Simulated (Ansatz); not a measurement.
System: HfO₃, space group P2_1/m (No. 11) (cell built by us, not taken from a database).

Input file:
```
crystal:
  lattice:
    - [4.0844452609, 0.0, 0.0490195706]
    - [0.0, 3.2383576773, 0.0]
    - [-0.8697825272, 0.0, 7.8487562416]
  atoms:
    - { symbol: Hf, position: [0.2780131998, 0.75, 0.6478735618] }
    - { symbol: Hf, position: [0.7219868002, 0.25, 0.3521264382] }
    - { symbol: O, position: [0.8773455394, 0.75, 0.2010264749] }
    - { symbol: O, position: [0.1226544606, 0.25, 0.7989735251] }
    - { symbol: O, position: [0.2420917323, 0.25, 0.4579619055] }
    - { symbol: O, position: [0.7579082677, 0.75, 0.5420380945] }
    - { symbol: O, position: [0.4903536051, 0.25, 0.7994497701] }
    - { symbol: O, position: [0.5096463949, 0.75, 0.2005502299] }
basis:
  ecutwfc: 420
kpoints:
  mp_grid: { grid: [6, 8, 4] }
hamiltonian:
  xc: pbe
scf:
  occupations: { method: fixed }
output:
  eigenvalues: true
phonons:
  method: dfpt
  dielectric: true
  rigid_motions: translations
  eigenvectors: true
```

Command:
```bash
ansatz run input.yaml --threads 4 --pin off --max-ram 12288MiB --backend cpu --events-out ev --progress --plain --runs-dir out
```

Calculation (Ansatz 0.2.0): infrared-active and silent optical phonons at the zone centre of an insulator with atoms at rest in the given cell, intensity summed over the level, zero macroscopic field, imaginary frequencies are negative, field response on a mesh refined by the program; PAW. Level: PBE, no spin polarisation.

- wave cutoff: 420 eV
- k mesh: 6×8×4
- occupations: fixed
- pressure: 0 GPa

Describe the result: the infrared spectrum of the zone-centre phonons.

The strongest infrared line is at 320.3 cm⁻¹, followed by 382.8 (70 % of it), 380.8 (15 % of it) and 403.7 (13 % of it).

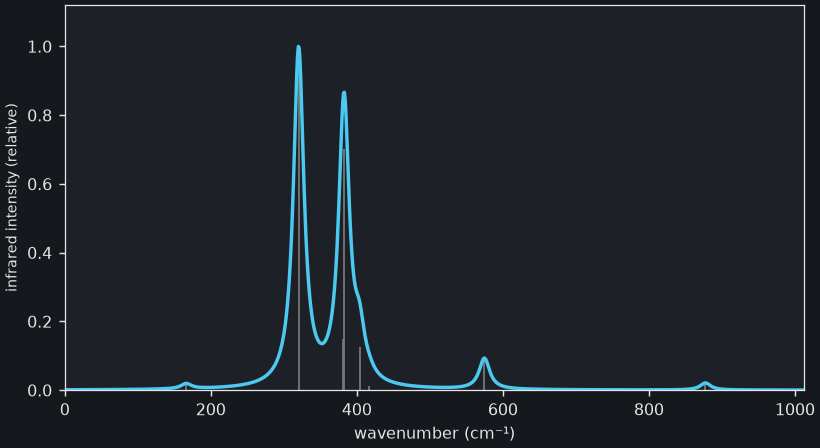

Lines are broadened by Lorentzians of 17 cm⁻¹ full width; the spectrum is scaled to its strongest line. These are zero-field (TO) frequencies; inactive modes don't show.

Caveats: weakly bound, no dispersion correction.
